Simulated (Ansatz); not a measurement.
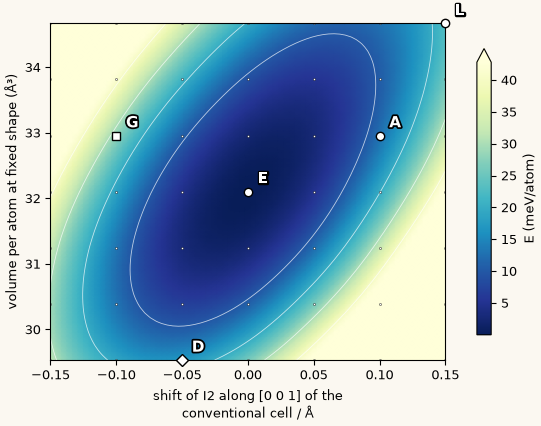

MgI2 (P-3m1, No. 164; 3 atoms in the cell). The energy is mapped over a free internal coordinate and the cell. Coordinates scanned: (1) shift of I2 along [0 0 1] of the conventional cell, Cartesian (0 0 1), its symmetry partners moved as symmetry demands (measured in the relaxed cell); (2) volume per atom at fixed shape. Nothing is relaxed (all other coordinates fixed). The grid has 7 × 7 points. Points are written as (first, second). All energies are given in meV/atom relative to the lowest grid point. Level of theory: DFT LDA, scalar-relativistic, plane waves, PAW in Ansatz 0.2.0. Settings: cutoff 520 eV, k-mesh 6×6×4 in the order of the run's cell vectors, gaussian smearing 0.05 eV, no spin polarisation.

Drawn: a smooth colour map with a few white contour lines, dots at the grid points, one colour for all values above the top of the scale, lettered points. Between grid points the surface is interpolated.

> Is G the lowest point of the computed grid?

No. G lies 28 meV/atom above the lowest grid point, which is at (0.00 Å, 32.10 Å³).

> What kind of point is each of A, E, G: minimum, saddle, maximum or slope?

A: on a slope; E: minimum; G: on a slope. (In these two coordinates alone; a stationary point may lie a little off the grid point.)
